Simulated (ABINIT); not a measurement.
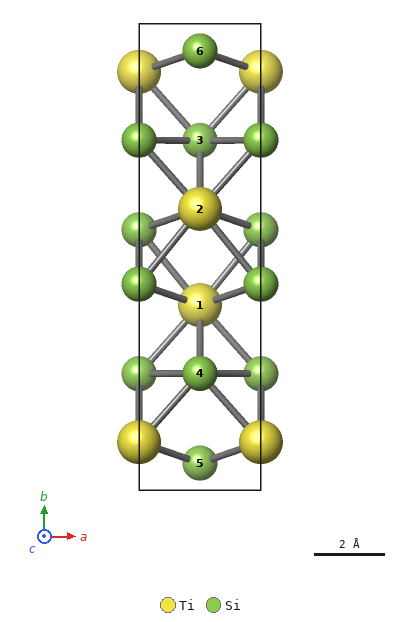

Fig. 1: The starting structure (ball-and-stick view of the cell 2 times as large as that of the calculation, set on its symmetry axes, along the c axis; atoms are numbered from 1 in the order of the input). An atom can appear more than once, as a periodic image. Near neighbours in the periodic cell (some may lie outside the picture): Ti has 10 Si at 2.58 to 2.81 Å; Si has 4 Si at 2.51 Å and 4 Ti at 2.66 to 2.67 Å; Si has 2 Si at 2.38 Å and 6 Ti at 2.58 to 2.81 Å.

# Geometry relaxation, with input and output: TiSi2 (part 1 of 4)

System: TiSi2 (Cmcm, 6 atoms in the cell).
Method: Kohn-Sham DFT of a periodic cell, PBE, JTH PAW PBE v2.0, no spin polarisation (ABINIT 10.8.3).

The structure derives from a Materials Project entry.

Output:
```
.Version 10.8.3 of ABINIT
 Symmetries : space group Cm c m (# 63); Bravais oC (1-face-center ortho.)
================================================================================
 Values of the parameters that define the memory need of the present run
     intxc =       0    ionmov =       2      iscf =      17    lmnmax =      18
     lnmax =       6     mgfft =      50  mpssoang =       3    mqgrid =    3001
     natom =       6  nloc_mem =       2    nspden =       1   nspinor =       1
    nsppol =       1      nsym =       8    n1xccc =       1    ntypat =       2
    occopt =       3   xclevel =       2
       mpw =        2028          nfft =       67500          nkpt =          27
 PAW method is used; the additional fine FFT grid is defined by:
   mgfftf=        72    nfftf =    186624
================================================================================
================================================================================

--------------------------------------------------------------------------------
------------- Echo of variables that govern the present computation ------------
--------------------------------------------------------------------------------
 -outvars: echo values of preprocessed input variables --------
            acell      1.0000000000E+00  1.0000000000E+00  1.0000000000E+00 Bohr
              amu      4.78800000E+01  2.80855000E+01
          chkprim           0
      chksymtnons           0
          dilatmx      1.08000000E+00
             ecut      1.50000000E+01 Hartree
           ecutsm      5.00000000E-01 Hartree
           enunit           2
           ionmov           2
              ixc          11
         kptrlatt        5    0    0      0    5    0      0    0    5
          kptrlen      3.33556508E+01
            natom           6
            nband          24
            ngfft          50      50      27
          ngfftdg          72      72      36
             nkpt          27
            nstep         100
             nsym           8
            ntime          60
           ntypat           2
           occopt           3
          optcell           2
        pawecutdg      3.00000000E+01 Hartree
         pawxcdev           0
           prtden           0
        prtebands           0
           prteig           0
            prtwf           0
            rprim      3.3355650785E+00 -1.2773190900E+01  0.0000000000E+00
                       3.3355650785E+00  1.2773190900E+01  0.0000000000E+00
                       0.0000000000E+00  0.0000000000E+00  6.7372023899E+00
          spgroup          63
           tolmxf      5.00000000E-04
           tolsym      1.00000000E-06
           tolvrs      1.00000000E-09
           tsmear      1.83746611E-03 Hartree
            typat      1  1  2  2  2  2
           useylm           1
           xangst      1.7651050238E+00  5.3652732632E+00  8.9129349189E-01
                       1.7651050238E+00 -5.3652732632E+00  2.6738804757E+00
                       1.7651050238E+00 -3.3838966792E+00  8.9129349189E-01
                       1.7651050238E+00  3.3838966792E+00  2.6738804757E+00
                       1.7651050238E+00  7.8747590021E-01  8.9129349189E-01
                       1.7651050238E+00 -7.8747590021E-01  2.6738804757E+00
            xcart      3.3355650785E+00  1.0138897058E+01  1.6843005975E+00
                       3.3355650785E+00 -1.0138897058E+01  5.0529017924E+00
                       3.3355650785E+00 -6.3946379621E+00  1.6843005975E+00
                       3.3355650785E+00  6.3946379621E+00  5.0529017924E+00
                       3.3355650785E+00  1.4881137822E+00  1.6843005975E+00
                       3.3355650785E+00 -1.4881137822E+00  5.0529017924E+00
             xred      1.0311808000E-01  8.9688192000E-01  2.5000000000E-01
                       8.9688192000E-01  1.0311808000E-01  7.5000000000E-01
                       7.5031482000E-01  2.4968518000E-01  2.5000000000E-01
                       2.4968518000E-01  7.5031482000E-01  7.5000000000E-01
                       4.4174855000E-01  5.5825145000E-01  2.5000000000E-01
                       5.5825145000E-01  4.4174855000E-01  7.5000000000E-01
            znucl       22.00000   14.00000

================================================================================

 chkinp: Checking input parameters for consistency.

================================================================================
== DATASET  1 ==================================================================

--- !DatasetInfo
iteration_state: {dtset: 1, }
dimensions: {natom: 6, nkpt: 27, mband: 24, nsppol: 1, nspinor: 1, nspden: 1, mpw: 2028, }
cutoff_energies: {ecut:  15.0, pawecutdg:  30.0, }
electrons: {nelect:   4.00000000E+01, charge:   0.00000000E+00, occopt:   3.00000000E+00, tsmear:   1.83746611E-03, }
meta: {optdriver: 0, ionmov: 2, optcell: 2, iscf: 17, paral_kgb: 0, }
...

 Exchange-correlation functional for the present dataset will be:
  GGA: Perdew-Burke-Ernzerhof functional - ixc=11
  J.P.Perdew, K.Burke, M.Ernzerhof, PRL 77, 3865 (1996)

 Real(R)+Recip(G) space primitive vectors, cartesian coordinates (Bohr,Bohr^-1):
 R(1)=  3.3355651-12.7731909  0.0000000  G(1)=  0.1498996 -0.0391445  0.0000000
 R(2)=  3.3355651 12.7731909  0.0000000  G(2)=  0.1498996  0.0391445  0.0000000
 R(3)=  0.0000000  0.0000000  6.7372024  G(3)=  0.0000000  0.0000000  0.1484296
 Unit cell volume ucvol=  5.7408792E+02 bohr^3
 Angles (23,13,12)=  9.00000000E+01  9.00000000E+01  1.50729457E+02 degrees

 Coarse grid specifications (used for wave-functions):

 getcut: wavevector=  0.0000  0.0000  0.0000  ngfft=  50  50  27
         ecut(hartree)=     17.496   => boxcut(ratio)=   2.01171

 Fine grid specifications (used for densities):

 getcut: wavevector=  0.0000  0.0000  0.0000  ngfft=  72  72  36
         ecut(hartree)=     34.992   => boxcut(ratio)=   2.00666

--- Pseudopotential description ------------------------------------------------
- pspini: atom type   1  psp file is ./Ti.GGA_PBE-JTH.xml
 Pseudopotential format is: paw10
 basis_size (lnmax)=  6 (lmn_size= 18), orbitals=   0   0   1   1   2   2
 Spheres core radius: rc_sph= 2.30802695
 Shapefunction is BESSEL type: shapef(r,l)=aa(1,l)*jl(q(1,l)*r)+aa(2,l)*jl(q(2,l)*r)
 Radius for shape functions =  2.01037111
 Compensation charge density is not taken into account in XC energy/potential

- pspini: atom type   2  psp file is ./Si.GGA_PBE-JTH.xml
 Pseudopotential format is: paw10
 basis_size (lnmax)=  4 (lmn_size=  8), orbitals=   0   0   1   1
 Spheres core radius: rc_sph= 1.90944987
 Shapefunction is BESSEL type: shapef(r,l)=aa(1,l)*jl(q(1,l)*r)+aa(2,l)*jl(q(2,l)*r)
 Radius for shape functions =  1.60149249
 Compensation charge density is not taken into account in XC energy/potential

   2.79680720E+03                                ecore*ucvol(ha*bohr**3)
--------------------------------------------------------------------------------

================================================================================

=== [ionmov= 2] Broyden-Fletcher-Goldfarb-Shanno method (forces)
================================================================================

--- Iteration: ( 1/60) Internal Cycle: (1/1)
--------------------------------------------------------------------------------

---SELF-CONSISTENT-FIELD CONVERGENCE--------------------------------------------

--- !BeginCycle
iteration_state: {dtset: 1, itime: 1, icycle: 1, }
solver: {iscf: 17, nstep: 100, nline: 4, wfoptalg: 10, }
tolerances: {tolvrs: 1.00E-09, }
...

     iter   Etot(hartree)      deltaE(h)  residm     nres2
 ETOT  1  -132.27979220793    -1.323E+02 1.897E+00 3.508E+01
 ETOT  2  -133.40343450940    -1.124E+00 3.662E-02 2.317E+01
 ETOT  3  -133.36732206664     3.611E-02 8.360E-02 2.680E+00
 ETOT  4  -133.36642208266     9.000E-04 2.141E-02 1.915E-01
 ETOT  5  -133.36789649731    -1.474E-03 5.398E-03 3.018E-02
 ETOT  6  -133.36878155557    -8.851E-04 5.758E-03 4.052E-02
 ETOT  7  -133.36909132273    -3.098E-04 1.359E-03 1.132E-02
 ETOT  8  -133.36931730887    -2.260E-04 2.092E-03 4.652E-03
 ETOT  9  -133.36943694862    -1.196E-04 1.902E-03 1.462E-03
 ETOT 10  -133.36950268059    -6.573E-05 3.838E-04 9.650E-04
 ETOT 11  -133.36953901036    -3.633E-05 3.402E-04 1.504E-04
 ETOT 12  -133.36955930084    -2.029E-05 3.803E-04 2.971E-04
 ETOT 13  -133.36957140995    -1.211E-05 4.225E-04 6.594E-06
 ETOT 14  -133.36957856444    -7.154E-06 1.647E-04 1.067E-04
 ETOT 15  -133.36958291934    -4.355E-06 2.221E-04 6.381E-06
 ETOT 16  -133.36958587345    -2.954E-06 2.442E-04 9.359E-07
 ETOT 17  -133.36958778224    -1.909E-06 1.529E-04 2.361E-05
 ETOT 18  -133.36958912195    -1.340E-06 7.434E-04 2.971E-05
 ETOT 19  -133.36958997177    -8.498E-07 9.936E-05 2.898E-05
 ETOT 20  -133.36959056753    -5.958E-07 2.315E-04 1.919E-05
 ETOT 21  -133.36959097285    -4.053E-07 2.908E-05 1.735E-05
 ETOT 22  -133.36959127629    -3.034E-07 3.695E-05 1.445E-05
 ETOT 23  -133.36959146855    -1.923E-07 2.827E-05 7.658E-06
 ETOT 24  -133.36959161158    -1.430E-07 1.514E-05 9.248E-07
 ETOT 25  -133.36959172430    -1.127E-07 2.722E-05 1.809E-06
 ETOT 26  -133.36959180629    -8.199E-08 5.616E-06 5.068E-07
 ETOT 27  -133.36959186619    -5.990E-08 2.957E-05 1.518E-06
 ETOT 28  -133.36959191022    -4.403E-08 5.836E-06 5.751E-07
 ETOT 29  -133.36959194292    -3.270E-08 3.295E-05 1.147E-06
 ETOT 30  -133.36959196706    -2.415E-08 5.838E-06 6.192E-07
 ETOT 31  -133.36959198493    -1.787E-08 3.662E-05 9.884E-07
 ETOT 32  -133.36959199822    -1.329E-08 5.820E-06 7.786E-07
 ETOT 33  -133.36959200827    -1.005E-08 3.884E-05 1.398E-06
 ETOT 34  -133.36959201564    -7.365E-09 5.912E-06 1.199E-06
 ETOT 35  -133.36959202115    -5.508E-09 2.640E-05 1.825E-06
 ETOT 36  -133.36959202526    -4.112E-09 8.613E-06 1.255E-06
 ETOT 37  -133.36959202840    -3.141E-09 1.583E-05 5.656E-07
 ETOT 38  -133.36959203070    -2.305E-09 9.549E-06 5.364E-08
 ETOT 39  -133.36959203246    -1.756E-09 1.468E-05 4.928E-09
 ETOT 40  -133.36959203379    -1.325E-09 8.956E-06 2.943E-09
 ETOT 41  -133.36959203479    -1.006E-09 1.587E-05 1.425E-10

 At SCF step   41       nres2   =  1.42E-10 < tolvrs=  1.00E-09 =>converged.

 Cartesian components of stress tensor (hartree/bohr^3)
  sigma(1 1)= -8.01360595E-05  sigma(3 2)=  0.00000000E+00
  sigma(2 2)= -4.82113164E-05  sigma(3 1)=  0.00000000E+00
  sigma(3 3)= -8.42368330E-05  sigma(2 1)=  0.00000000E+00

--- !ResultsGS
iteration_state: {dtset: 1, itime: 1, icycle: 1, }
comment   : Summary of ground state results
lattice_vectors:
- [  3.3355651, -12.7731909,   0.0000000, ]
- [  3.3355651,  12.7731909,   0.0000000, ]
- [  0.0000000,   0.0000000,   6.7372024, ]
lattice_lengths: [  13.20153,   13.20153,    6.73720, ]
lattice_angles: [ 90.000,  90.000, 150.729, ] # degrees, (23, 13, 12)
lattice_volume:   5.7408792E+02
convergence: {deltae: -1.006E-09, res2:  1.425E-10, residm:  1.587E-05, diffor: null, }
etotal    :  -1.33369592E+02
entropy   :   0.00000000E+00
fermie    :   3.60042160E-01
cartesian_stress_tensor: # hartree/bohr^3
- [ -8.01360595E-05,   0.00000000E+00,   0.00000000E+00, ]
- [  0.00000000E+00,  -4.82113164E-05,   0.00000000E+00, ]
- [  0.00000000E+00,   0.00000000E+00,  -8.42368330E-05, ]
pressure_GPa:   2.0848E+00
xred      :
- [  1.0312E-01,   8.9688E-01,   2.5000E-01, Ti]
- [  8.9688E-01,   1.0312E-01,   7.5000E-01, Ti]
- [  7.5031E-01,   2.4969E-01,   2.5000E-01, Si]
- [  2.4969E-01,   7.5031E-01,   7.5000E-01, Si]
- [  4.4175E-01,   5.5825E-01,   2.5000E-01, Si]
- [  5.5825E-01,   4.4175E-01,   7.5000E-01, Si]
cartesian_forces: # hartree/bohr
- [  2.70015617E-19,   2.37251073E-04,  -0.00000000E+00, ]
- [  3.06416725E-19,  -2.37251073E-04,  -0.00000000E+00, ]
- [  2.98459623E-19,   2.71130513E-05,  -0.00000000E+00, ]
- [  2.83399170E-19,  -2.71130513E-05,  -0.00000000E+00, ]
- [ -1.28833135E-19,   3.80752458E-03,  -0.00000000E+00, ]
- [ -1.02945800E-18,  -3.80752458E-03,  -0.00000000E+00, ]
force_length_stats: {min:   2.71130513E-05, max:   3.80752458E-03, mean:   1.35729623E-03, }
...

 Integrated electronic density in atomic spheres:
 ------------------------------------------------
 Atom  Sphere_radius  Integrated_density
    1        2.30803         10.32360528
    2        2.30803         10.32360528
    3        1.90945          1.53033320
    4        1.90945          1.53033320
    5        1.90945          1.57784724
    6        1.90945          1.57784724

---OUTPUT-----------------------------------------------------------------------
```
